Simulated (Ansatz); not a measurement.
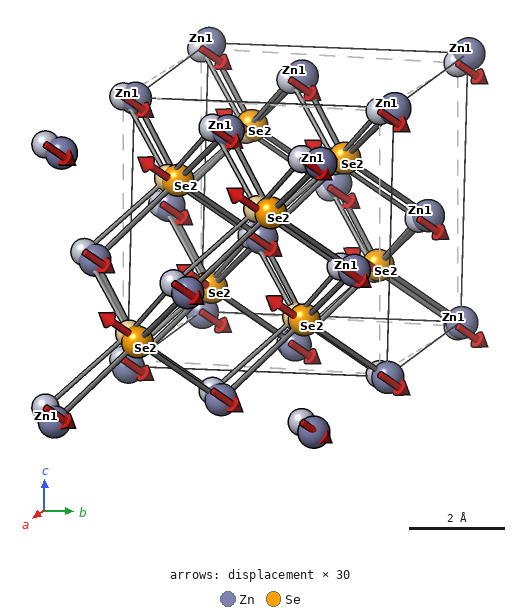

A crystal of ZnSe (built on the zincblende type) at its r2SCAN-relaxed geometry, drawn pale, and a changed version of it, drawn solid. The red arrows show how the atoms are displaced (without the part that the change of the cell carries along), magnified 30 times. The picture is a ball-and-stick view of the conventional cell (4 times the calculation's cell), repeated 2 × 1 × 1 with one cell outlined, seen slightly off an axis. Lengths and directions refer to the drawn axes.

The calculation used Ansatz 0.2.0, DFT, PBE, plane waves, PAW. (plane-wave cutoff 420 eV; k-point mesh 8 × 8 × 8; occupations fermi dirac; smearing width 0.02 eV; no spin polarisation)

### Describe the change and its computed effect.

The cell is strained by −2.3 % along [1 −1 1] and +4.0 % across it (volume +5.6 %). The atoms and the free axis were relaxed with r2SCAN under that strain, and this is a single point on that geometry. Energy change: +9.9 meV per atom. Pressure: 2.2 GPa before, −1.0 GPa after. The principal stresses (compression positive) are 2.0 GPa along [1 −1 1] and −2.5 GPa across it. The largest forces, 0.024 eV/Å, act on Zn1 and Se2. Some distances before and after: Se–Zn 2.453 → 2.457 to 2.516 Å. The space group (tolerance 0.01 Å) goes from F-43m (No. 216) to R3m (No. 160).
